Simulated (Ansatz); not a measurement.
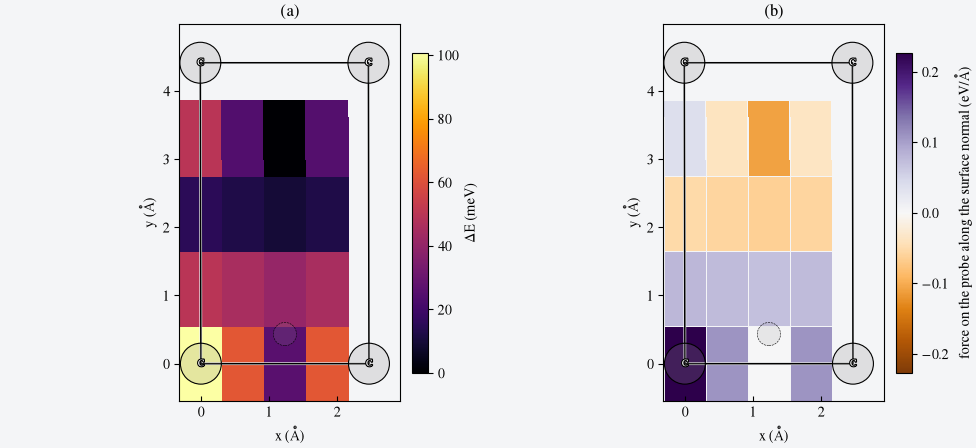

N₂ on a C(111) slab cut from the C2/m phase, its upper half relaxed before the scan (16 atoms of substrate and one adsorbate in a 2 × 1 cell). N2 is moved over the surface cell at a fixed height above a rigid substrate; the origin of the map has the adsorbate above C15; the height is held at 2.70 Å. Places are given modulo a cell vector. The map is drawn in real space over the plane of the surface. Grid: 4 × 4 points. Places are given in fractions of the 1 × 1 surface cell. All energies are given in meV relative to the lowest grid point. At a fixed height the lowest place need not be the adsorption site. Theory: DFT PBE+D3(BJ), scalar-relativistic, plane waves, PAW (Ansatz 0.2.0). Settings: cutoff 420 eV, k-mesh 6×6×1, gaussian smearing 0.05 eV, no spin polarisation.

Panel (a) is the energy; panel (b) is the computed force on the probe along the surface normal, in eV/Å.

In the figure: one coloured cell a grid point, labelled circles for the atoms of the top layer and small ones for the second layer, the outline of one cell of the plane.

Q: How does the force on the probe along the surface normal vary over the map, and what is it at the lowest grid point?

A: It runs from −0.11 eV/Å at (2/4, 3/4) of the cell vectors to 0.23 eV/Å at the top site over a surface C atom, (0/4, 0/4) of the cell vectors. At the lowest grid point, (2/4, 3/4) of the cell vectors, it is −0.11 eV/Å.

| second ↓, first → | 0/4 | 1/4 | 2/4 | 3/4 |
| --- | --- | --- | --- | --- |
| 3/4 | 0.04 | −0.04 | −0.11 | −0.04 |
| 2/4 | −0.05 | −0.06 | −0.06 | −0.06 |
| 1/4 | 0.08 | 0.08 | 0.07 | 0.08 |
| 0/4 | 0.23 | 0.11 | 0.00 | 0.11 |

PAW datasets: the set soft_1.
